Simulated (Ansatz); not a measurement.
# Co: 6 runs along one coordinate

System: Co (2 atoms in the cell).
Method: DFT, PBEsol, plane waves (420 eV) with PAW, scalar-relativistic, spin-polarised (Ansatz 0.2.0).

The 6 runs differ only in the geometry, by an even scaling of the cell at fixed fractional positions.

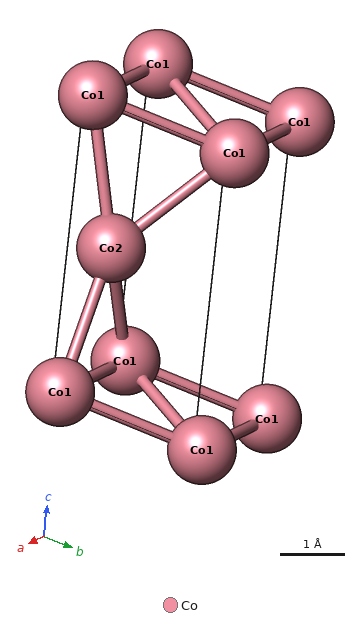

Figure 1. The structure of run 4 (ball-and-stick view of the cell of the calculation, seen slightly off an axis; atoms are numbered from 1 in the order of the input).

### Input of run 4
```yaml
crystal:
  lattice:
    - [-1.6525510019, 1.3577880725, 1.2111438486]
    - [1.3577880725, -1.6525510019, 1.2111438486]
    - [3.0618065743, 3.0618065743, -1.7510026936]
  atoms:
    - { symbol: Co, position: [0.958443453, 0.041556547, 1.0], spin: 1.639 }
    - { symbol: Co, position: [0.791556547, 0.208443453, 0.5], spin: 1.639 }
hamiltonian:
  xc: pbesol
  pseudopotentials:
    kind: paw
    azcp:
      Co: "pseudopotentials/Co.paw.azcp"
basis:
  ecutwfc: 420
  fft_grid_basis: typed
kpoints:
  mp_grid: { grid: [19, 19, 9], shift: [0, 0, 0] }
magnetization:
  spin_polarized: true
scf:
  occupations: { method: fermi_dirac, width: 0.05 }
  lower_state_search: "off"
output:
  stress: true
```

Lattice vectors (Å) and fractional positions of run 4:
```
  -1.652551    1.357788    1.211144
   1.357788   -1.652551    1.211144
   3.061807    3.061807   -1.751003
Co  0.958443  0.041557  1.000000
Co  0.791557  0.208443  0.500000
```

Run 2 differs from it as follows:
```diff
-    - [-1.6525510019, 1.3577880725, 1.2111438486]
-    - [1.3577880725, -1.6525510019, 1.2111438486]
-    - [3.0618065743, 3.0618065743, -1.7510026936]
+    - [-1.6072526392, 1.3205695077, 1.1779449741]
+    - [1.3205695077, -1.6072526392, 1.1779449741]
+    - [2.9778788622, 2.9778788622, -1.7030056545]
```

### Results, with one run withheld

| run | volume per atom (Å³) | free energy per atom, from the lowest run given (meV) | pressure (GPa) |
| --- | --- | --- | --- |
| 1 | 9.140 | 141.86 | 41.79 |
| 2 | 9.555 | ? | ? |
| 3 | 9.971 | 12.33 | 10.45 |
| 4 | 10.386 | 0.00 | −0.46 |
| 5 | 10.802 | 12.67 | −8.98 |
| 6 | 11.633 | 93.46 | −21.26 |

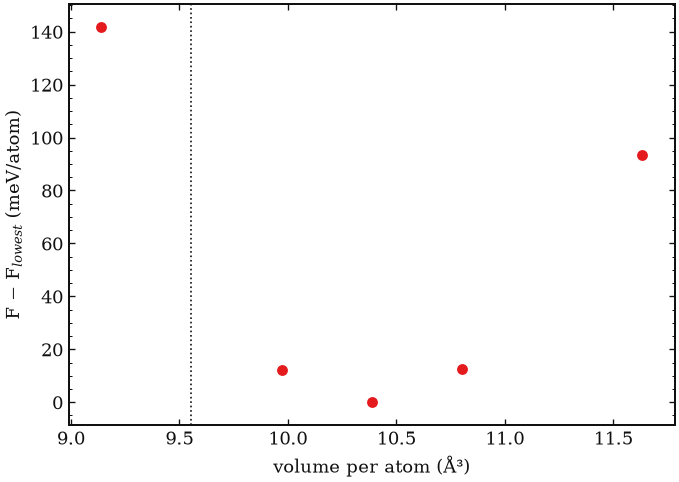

Figure 2. Free energy per atom of the runs given; the dotted line marks run 2.

Estimate the energy of run 2 from the others.

A cubic polynomial in V^(−2/3) (the Birch–Murnaghan form), fitted to the 5 runs given, misses them by at most 0.06 meV per atom. With x = V^(−2/3) − 0.21082 Å⁻², it reads F = 0.014906 + 396.6 x + 4.0247e+05 x² + 9.1514e+05 x³ (meV per atom). At run 2 it gives 56.83 meV per atom, and the run itself gives 56.80. The slope of the fit gives a pressure −dF/dV of 24.35 GPa there, and the run prints 24.40 GPa. The two needn't agree exactly: the fit is approximate, and the printed stress is taken on a finite basis. The fit has its minimum at 10.367 Å³ per atom, where V d²F/dV² gives 244 GPa. Cell shape and fractional positions are held, so this is the stiffness under even scaling; the relaxed bulk modulus wasn't computed.

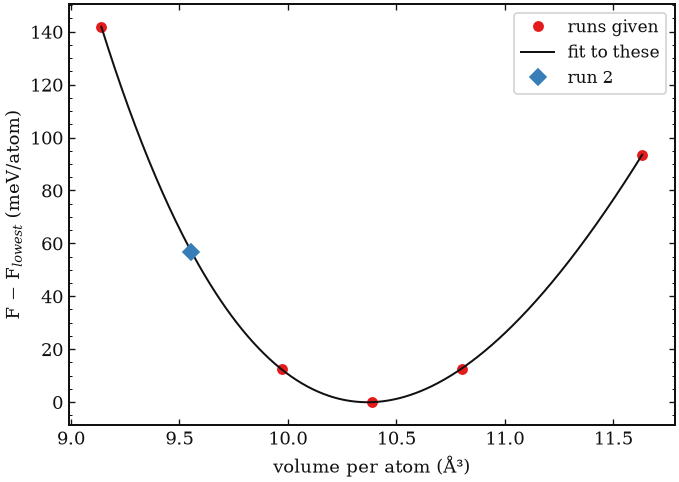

Figure 3. The fit and the withheld run.

### Output, shortened to warnings, some set-up lines, iterations and results (run 2)
```
Warning: [file] the record states the generating functional pbe (its physics header spells it `PBE`), which answers neither for hamiltonian.xc's functional nor for the pbesol family's — results may be inconsistent (PPs are generated against a specific XC)
Basis set: ecut = 420 eV, 373 PW (Γ)
Symmetry: 4 space group operations
k-points: 860 of 3249
Initial density: superposition of atomic densities (chi_scale 0.1, normalization cell)
[...]
SCF iter   1: F=—  HF=-10185.929158 eV  |F-HF|=—  |Δ(HF+E_count)|=         —  Δρ=6.58e-2 (↑3.30e-2 ↓6.58e-2)  dr2=8.54e-1  dr2_m=1.10e-1  M=2.871 μB ∫|m|=2.927 μB  β_m=0.30  …
SCF iter   2: F=—  HF=-10185.828295 eV  |F-HF|=—  |Δ(HF+E_count)|=   1.01e-1  Δρ=3.65e-2 (↑1.47e-2 ↓3.65e-2)  dr2=1.08e-1  dr2_m=9.70e-2  M=2.927 μB ∫|m|=3.014 μB  β_m=1.00  …
SCF iter   3: F=—  HF=-10185.815973 eV  |F-HF|=—  |Δ(HF+E_count)|=   1.23e-2  Δρ=1.03e-2 (↑7.73e-3 ↓1.03e-2)  dr2=7.79e-3  dr2_m=1.17e-2  M=2.933 μB ∫|m|=3.108 μB  β_m=1.00  …
SCF iter   4: F=—  HF=-10185.830783 eV  |F-HF|=—  |Δ(HF+E_count)|=   1.48e-2  Δρ=6.72e-3 (↑6.72e-3 ↓7.90e-4)  dr2=4.17e-3  dr2_m=1.99e-3  M=2.953 μB ∫|m|=3.151 μB  β_m=1.00  …
SCF iter   5: F=—  HF=-10185.849279 eV  |F-HF|=—  |Δ(HF+E_count)|=   1.85e-2  Δρ=4.11e-3 (↑4.11e-3 ↓5.80e-4)  dr2=1.50e-3  dr2_m=8.18e-4  M=2.969 μB ∫|m|=3.176 μB  β_m=1.00  …
SCF iter   6: F=—  HF=-10185.861325 eV  |F-HF|=—  |Δ(HF+E_count)|=   1.20e-2  Δρ=2.33e-3 (↑2.33e-3 ↓6.27e-4)  dr2=3.60e-4  dr2_m=3.66e-4  M=2.980 μB ∫|m|=3.194 μB  β_m=0.30  …
SCF iter   7: F=—  HF=-10185.869449 eV  |F-HF|=—  |Δ(HF+E_count)|=   8.12e-3  Δρ=2.34e-3 (↑2.34e-3 ↓1.47e-3)  dr2=9.23e-5  dr2_m=6.32e-4  M=2.988 μB ∫|m|=3.205 μB  β_m=0.65  …
SCF iter   8: F=—  HF=-10185.878373 eV  |F-HF|=—  |Δ(HF+E_count)|=   8.92e-3  Δρ=2.89e-3 (↑2.89e-3 ↓3.50e-4)  dr2=7.23e-4  dr2_m=4.11e-4  M=3.013 μB ∫|m|=3.243 μB  β_m=0.73  …
SCF iter   9: F=—  HF=-10185.878728 eV  |F-HF|=—  |Δ(HF+E_count)|=   3.54e-4  Δρ=2.85e-3 (↑1.70e-3 ↓2.85e-3)  dr2=2.02e-3  dr2_m=6.15e-5  M=3.015 μB ∫|m|=3.248 μB  β_m=0.57  …
SCF iter  10: F=—  HF=-10185.878283 eV  |F-HF|=—  |Δ(HF+E_count)|=   4.45e-4  Δρ=1.65e-4 (↑1.38e-4 ↓1.65e-4)  dr2=7.97e-8  dr2_m=4.02e-6  M=3.016 μB ∫|m|=3.250 μB  β_m=0.79  …
SCF iter  11: F=—  HF=-10185.878284 eV  |F-HF|=—  |Δ(HF+E_count)|=   9.32e-7  Δρ=3.01e-5 (↑2.79e-5 ↓3.01e-5)  dr2=2.10e-7  dr2_m=5.11e-8  M=3.016 μB ∫|m|=3.251 μB  β_m=0.89  …
SCF iter  12: F=-10185.878284 eV  HF=-10185.878284 eV  |F-HF|=1.02e-10  |Δ(HF+E_count)|=   2.79e-9  Δρ=2.53e-6 (↑2.53e-6 ↓1.49e-6)  dr2=1.30e-10  dr2_m=6.81e-10  M=3.016 μB …
SCF 1 converged in 12 iterations: F = -10185.878284 eV  dr2 = 1.30e-10
SCF converged after 12 iterations
Magnetization: 3.0163 μB (18.5081 up, 15.4919 down)
Absolute magnetization: 3.2524 μB (∫|ρ↑−ρ↓|, with the PAW one-centre terms)
Spin contamination: 0.0366 ħ² per cell (⟨S²⟩ above its minimum at these occupations)
Per-site moments (μB) at R_I (Å): [(1.5626924647780762, 0.9787848700498691), (1.5626924647780758, 0.9787848700498691)]
Free energy (F): -10185.878284 eV
Harris-Foulkes:  -10185.878284 eV  (|F-HF|=1.02e-10)
Internal energy: -10185.865969 eV  (E = F + TS)
E sigma→0 (E₀):  -10185.872126 eV
Entropy (-TS):   -0.012315 eV (-6.157 meV/atom)
Fermi energy:    21.522584 eV
--- Per-component energies (eV) ---
  E_band       = -394.090768
  E_kinetic    = 916.140363
  E_local      = -5298.071064  (includes V_loc(G=0)·N_el)
  E_nonlocal   = 911.471418
  E_hartree    = 2232.886988
  E_xc         = -318.553899
  E_vxc        = -413.107160  (∫ρ·V_xc dr)
  E_paw        = -2966.254945  (= ΣΔE_a)
  E_vpaw       = -976.297421  (= ΣTr[D̂ρ^β])
  E_aug_tail   = 0.000115  (compensation charges beyond the density's cutoff)
  E_ewald      = -5663.861783
  E_core_change = 0.376838  (= ΣΔE_core)
  E_smearing   = -0.012315  (= −TS)
  E_closure    = 0.000000  (closes the sum)
  Σ components = -10185.878284   (vs F -10185.878284, Δ=0.00e0)
--- Stress (GPa, compression-positive) ---
       24.407773       0.030771       0.018788
        0.030771      24.407773       0.018788
        0.018788       0.018788      24.397306
  P = ⅓ Tr σ = 24.4043 GPa (244.043 kbar)
```

Warnings of the run: the PAW datasets were made with another functional.
